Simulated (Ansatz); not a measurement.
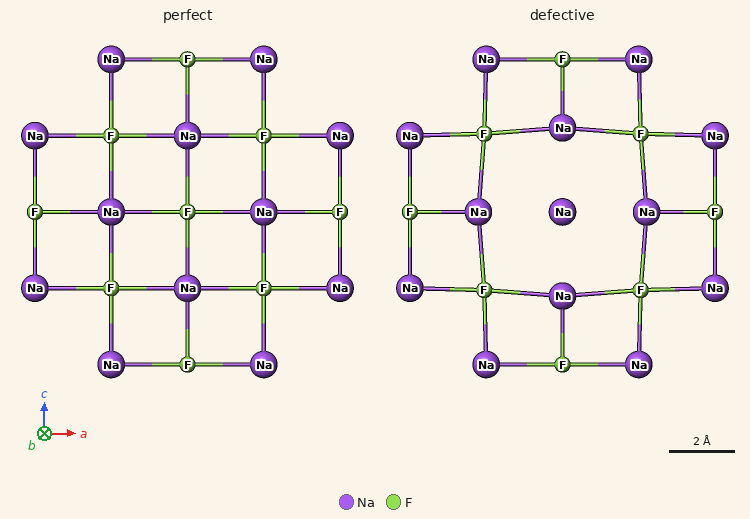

Left: perfect NaF. Right: the same region with one point defect, after relaxing the atoms in a supercell of 32 sites. Style: ball-and-stick. Shown: the atoms within 6.0 Å of one point, in a slice 4.2 Å thick across the line of sight, along the b axis.

Level of theory: Ansatz 0.2.0, DFT PBE, scalar-relativistic, plane waves, PAW. (plane-wave cutoff 420 eV; k-point mesh 2 × 2 × 2; occupations gaussian; smearing width 0.01 eV; mesh shifted by (0.5, 0.5, 0.5); collinear spin) The cell is small and the k-mesh coarse, so the numbers are rough. A uniform background neutralises the charged cell. The axes drawn are those of the host's conventional cell.

> Which defect is it?

A fluorine atom is replaced by sodium.

The charge state of the cell is −1.

> What does the relaxation do around it?

In the host the F atom has 6 Na at 2.35 Å; the Na atom ends with 6 Na at 2.59 Å. Of the host's atoms, a sodium atom moves furthest from its site, by 0.24 Å.
